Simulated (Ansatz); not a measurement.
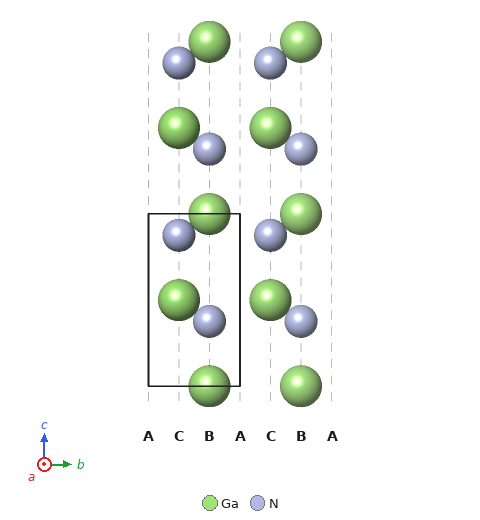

The picture looks along a close-packed row of the hexagonal mesh; c points upwards. The dashed lines mark the three columns A (0, 0), B (1/3, 2/3) and C (2/3, 1/3). The sequence starts with the first layer at or above the cell's origin.

GaN (space group P6_3mc, No. 186): the end point of a relaxation at fixed volume with DFT PBEsol, scalar-relativistic, plane waves, PAW in Ansatz 0.2.0.

> Read off the stacking sequence over one period.

Ga(B) – N(B) – Ga(C) – N(C) (four layers in 5.25 Å).

> How are the N layers alone stacked?

N layers alone: BC, the hexagonal close-packed type.

> Which positions between or in the N layers do the other atoms fill?

Ga: two tetrahedral sites (per hexagonal cell).

> What short polytype symbol fits?

Polytype symbol 2H, the symbol of a tetrahedral polytype (number of double layers in the repeat and lattice).
